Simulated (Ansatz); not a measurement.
The structure in question:

```cif
data_structure
_symmetry_space_group_name_H-M 'P m m a'
_symmetry_Int_Tables_number 51
_cell_length_a 4.5153
_cell_length_b 2.7988
_cell_length_c 21.6414
_cell_angle_alpha 90.000
_cell_angle_beta 90.000
_cell_angle_gamma 90.000
_cell_volume 273.49
loop_
_atom_site_label
_atom_site_type_symbol
_atom_site_symmetry_multiplicity
_atom_site_Wyckoff_symbol
_atom_site_fract_x
_atom_site_fract_y
_atom_site_fract_z
_atom_site_occupancy
Ti1 Ti 2 e 0.25000 0.00000 0.22897 1
Ti2 Ti 2 e 0.75000 0.00000 0.40966 1
Ti3 Ti 2 f 0.25000 0.50000 0.83126 1
Ti4 Ti 2 f 0.75000 0.50000 0.28920 1
Ti5 Ti 2 f 0.25000 0.50000 0.46989 1
Ti6 Ti 2 f 0.75000 0.50000 0.65057 1
```

> Characterise the structure given above.

The element is titanium. The cell holds twelve atoms. Within bonding distance, the neighbour counts come to Ti 2 to 5 (mean 3.7). Not all metal-metal contacts are counted.

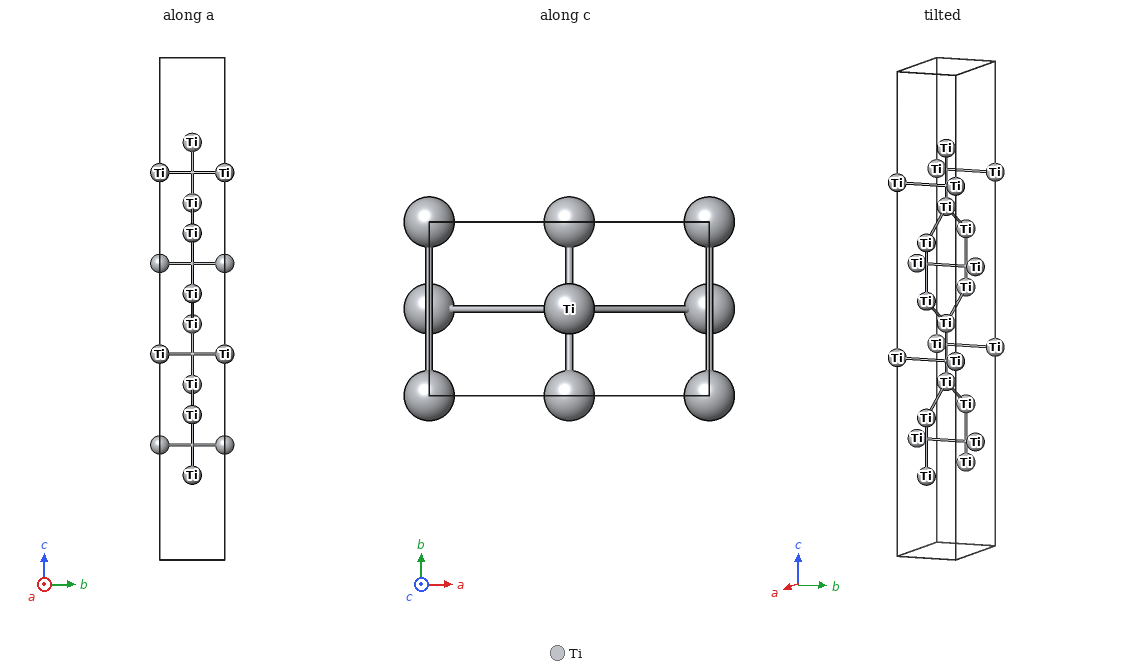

Drawn in the ball-and-stick manner and seen along the a axis, along the c axis and slightly off an axis. Thin lines show the simulation cell, with boundary atoms drawn in all their periodic places. Colours: titanium light grey.

The structure was taken from a structure listed in the Materials Project. The cell was then strained or its atoms displaced on purpose. Ansatz was used for an electronic-structure calculation on it.
